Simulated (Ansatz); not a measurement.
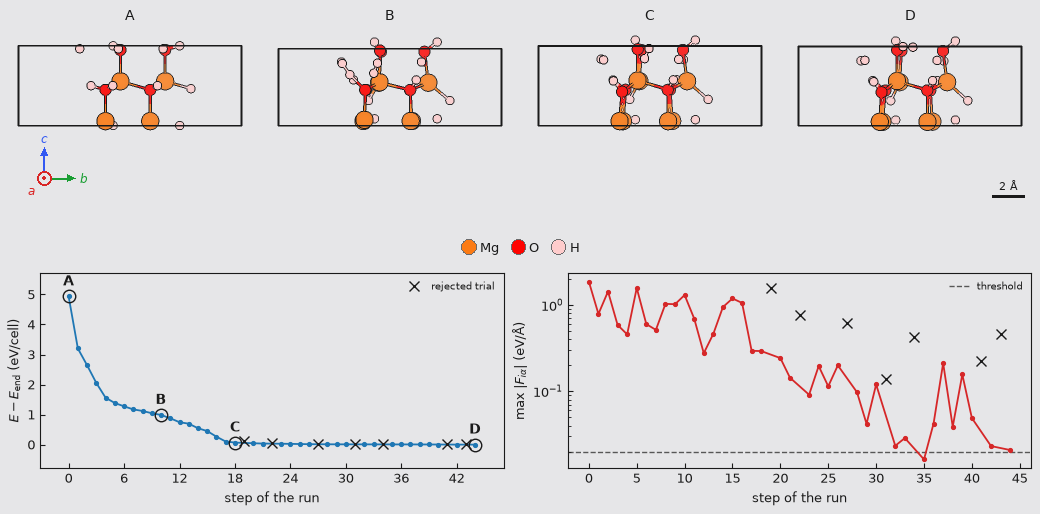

Frames of a relaxation of a wire of composition MgH₂O, marked on the history of the run. A ball-and-stick model of the cell of the calculation, with the vacuum cut short (origin shifted), seen along the a axis.

Case: wire along [0 0 1], 14 atoms a period, capped with H.

These are results of Ansatz 0.2.0, DFT PBE, scalar-relativistic, plane waves, PAW, not measurements.

The input:
```yaml
crystal:
  lattice:
    - [16.8, 0.0, 0.0]
    - [0.0, 16.4, 0.0]
    - [0.0, 0.0, 5.1181270582]
  atoms:
    - { symbol: Mg, position: [0.3520050558, 0.4416473711, 0.0061832458] }
    - { symbol: Mg, position: [0.5493316481, 0.4416473711, 0.0061832458] }
    - { symbol: Mg, position: [0.4506683519, 0.6167052577, 0.0061832458] }
    - { symbol: Mg, position: [0.4506683519, 0.3832947423, 0.5061832458] }
    - { symbol: Mg, position: [0.3520050558, 0.5583526289, 0.5061832458] }
    - { symbol: Mg, position: [0.6479949442, 0.3832947423, 0.5061832458] }
    - { symbol: Mg, position: [0.5493316481, 0.5583526289, 0.5061832458] }
    - { symbol: O, position: [0.3520050558, 0.4416473711, 0.3984167542] }
    - { symbol: O, position: [0.5493316481, 0.4416473711, 0.3984167542] }
    - { symbol: O, position: [0.4506683519, 0.6167052577, 0.3984167542] }
    - { symbol: O, position: [0.4506683519, 0.3832947423, 0.8984167542] }
    - { symbol: O, position: [0.3520050558, 0.5583526289, 0.8984167542] }
    - { symbol: O, position: [0.6479949442, 0.3832947423, 0.8984167542] }
    - { symbol: O, position: [0.5493316481, 0.5583526289, 0.8984167542] }
    - { symbol: H, position: [0.2668076728, 0.3912589139, 0.9131251033] }
    - { symbol: H, position: [0.4506683519, 0.7174821722, 0.9131251033] }
    - { symbol: H, position: [0.4506683519, 0.2825178278, 0.4131251033] }
    - { symbol: H, position: [0.2668076728, 0.6087410861, 0.4131251033] }
    - { symbol: H, position: [0.6479949442, 0.2825178278, 0.4131251033] }
    - { symbol: H, position: [0.7331923272, 0.4336831995, 0.4131251033] }
    - { symbol: H, position: [0.6345290311, 0.6087410861, 0.4131251033] }
    - { symbol: H, position: [0.3039576945, 0.4132306249, 0.4508972183] }
    - { symbol: H, position: [0.4506683519, 0.6735387502, 0.4508972183] }
    - { symbol: H, position: [0.4506683519, 0.3264612498, 0.9508972183] }
    - { symbol: H, position: [0.3039576945, 0.5867693751, 0.9508972183] }
    - { symbol: H, position: [0.6479949442, 0.3264612498, 0.9508972183] }
    - { symbol: H, position: [0.6960423055, 0.4117114885, 0.9508972183] }
    - { symbol: H, position: [0.5973790094, 0.5867693751, 0.9508972183] }
basis:
  ecutwfc: 420
kpoints:
  mp_grid: { grid: [1, 1, 7] }
hamiltonian:
  xc: pbe
scf:
  occupations: { method: gaussian, width: 0.05 }
output:
  forces: true
  stress: true
  eigenvalues: true
  populations: true
  write_density: true
  write_potential: true
  elf: true
  volumetric_format: npy
relax:
  adjacent_minimum: "off"
  f_tol: 0.02
  max_steps: 45
  cell: { fix: [a, b, alpha, beta, gamma], stress_tol: 0.03 }
```

Command:
```bash
ansatz run input.yaml --threads 4 --pin off --max-ram 11264MiB --backend cpu --events-out ev --progress --plain --runs-dir out
```

Describe the path.

The relaxation stopped without meeting its thresholds, so the last structure isn't shown to be converged. It used up its limit of 45 steps. The atom that moves furthest relative to the centre of the atoms is H27 (2.86 Å). By element the largest moves are H 2.86 Å, O 0.40 Å, Mg 0.40 Å. Along the periodic axis the drawn cell goes c 5.118 → 5.072 Å (−0.9 %). Some distances before and after: O13–H27 0.970 → 3.943 Å, H20–H27 2.473 → 0.757 Å, Mg6–H20 1.720 → 2.741 Å, Mg6–O13 2.008 → 1.903 Å. New bonds form, among them: H20–H27 (2.47 → 0.76 Å). Bonds break, among them: Mg6–H20 (1.72 → 2.74 Å), O13–H27 (0.97 → 3.94 Å). Bond angles that change, for instance: O8–Mg1–H15 106.1° → 139.5°, O12–Mg5–H18 106.1° → 138.3°, O13–Mg6–H19 106.1° → 135.8°. The energy falls by 4.933 eV per cell of the calculation in 37 accepted moves (44 points after the start). The largest force component goes from 1.9 to 0.021 eV/Å. The line search rejected the trial steps at points 19, 22, 27, 31, 34, 41, 43 of the run. From step 0 to 10: H27 moves most (0.91 Å), energy −3.946 eV per cell of the calculation. From step 10 to 18: H27 moves most (1.32 Å), energy −0.919 eV per cell of the calculation. From step 18 to 44: H27 moves most (0.85 Å), energy −68.3 meV per cell of the calculation.
